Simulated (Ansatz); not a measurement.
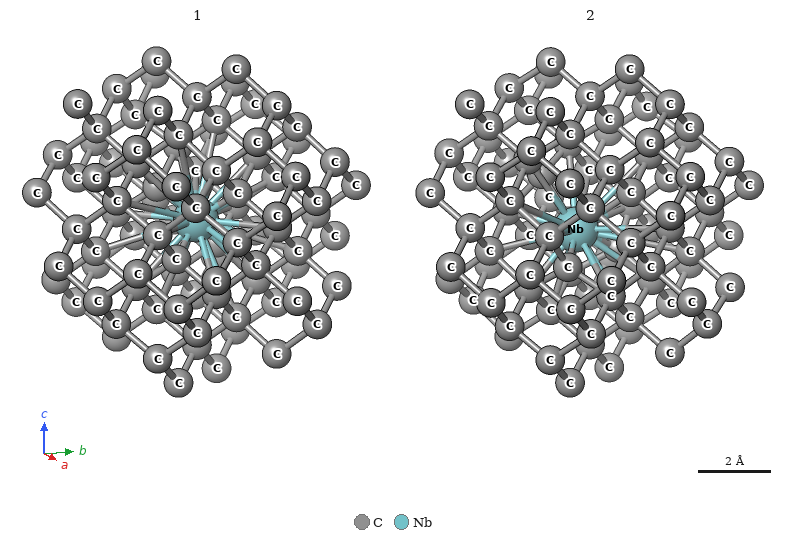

Two geometries of a defect cell of composition C62Nb (cell charge +1), drawn at one scale. One is the start of a relaxation, the other its converged end. Style: ball-and-stick. Shown: the atoms within 5.0 Å of the atom that moves most (axes of the cell of the calculation (origin shifted)), slightly off an axis.

Computed with DFT, PBEsol, PAW, plane waves (Ansatz 0.2.0). (plane-wave cutoff 420 eV; k-point mesh 1 × 1 × 1; mesh shifted by (0.25, 0.25, 0.25); collinear spin; atoms relaxed in a fixed cell; force threshold 0.03 eV/Å; at most 80 steps)

**Which of the two is the end point?**

Structure 2 is the relaxed one. The largest move is that of the Nb atom, 0.52 Å along [−1 −1 −1]. Largest moves by element: Nb 0.52 Å, C 0.43 Å. The cell stays as it was. Near-neighbour distances that change, for instance: C–Nb 1.559 → 2.107 Å, C–Nb 2.963 → 2.509 Å, C–Nb 2.501 → 2.945 Å, C–Nb 2.532 → 2.956 Å. Among the angles between lasting bonds that change: C–C–Nb 112.2° → 79.3°, C–C–Nb 110.7° → 79.0°, C–C–Nb 108.8° → 79.0°. After 9 geometry steps the energy has fallen by 21.586 eV per cell of the calculation. Largest force component: 21 eV/Å at the start, 0.017 eV/Å at the end. The program noted that the starting moments weren't kept.

Limits of the set-up: the periodic images lie only 7.1 Å apart, so the values are limited by the cell's size; the cell is charged, on a uniform background, and energies carry no finite-size correction.
